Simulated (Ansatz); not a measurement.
Cu

```xyz
8
Lattice="0.0000 1.8075 -1.8075 -3.6150 0.0000 0.0000 0.0000 10.4120 10.4120" Properties=species:S:1:pos:R:3 pbc="T T T"
Cu   -1.8075    9.2729    7.4654
Cu    0.0000    2.0428    2.0428
Cu   -1.8075    3.8503    2.0428
Cu    0.0000    3.8504    3.8504
Cu   -1.8075    5.6579    3.8504
Cu    0.0000    5.6579    5.6579
Cu   -1.8075    7.4654    5.6579
Cu    0.0000    7.4654    7.4654
```

Space group Pmmn; not relaxed (largest force 0.7 eV/Å); computed pressure about −7 GPa in this cell; computed without spin polarisation.

Theory: DFT PBEsol, scalar-relativistic, plane waves, PAW (Ansatz 0.2.0).

### Predict the valence pseudo-density and electron localisation function between the atoms.

Cu–Cu (2.56 Å): ρ at the midpoint is about 0.26 e/Å³; the ELF is about 0.25 at the midpoint: no shared electron pair shows on this line.

### Metal or insulator at this level of theory?

It is gapless in this calculation (a metal or semimetal).

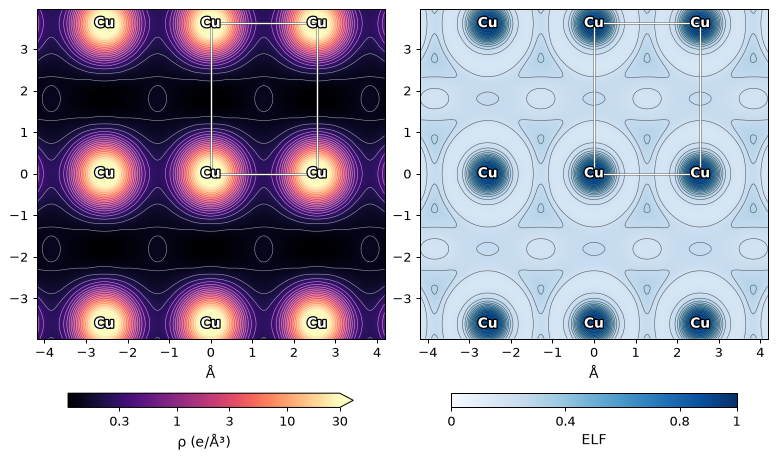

Computed valence pseudo-density and electron localisation function on the (001) plane of the conventional cell, in this order. 

In a PAW calculation such maps are meaningful between the atoms, not at the nuclei.
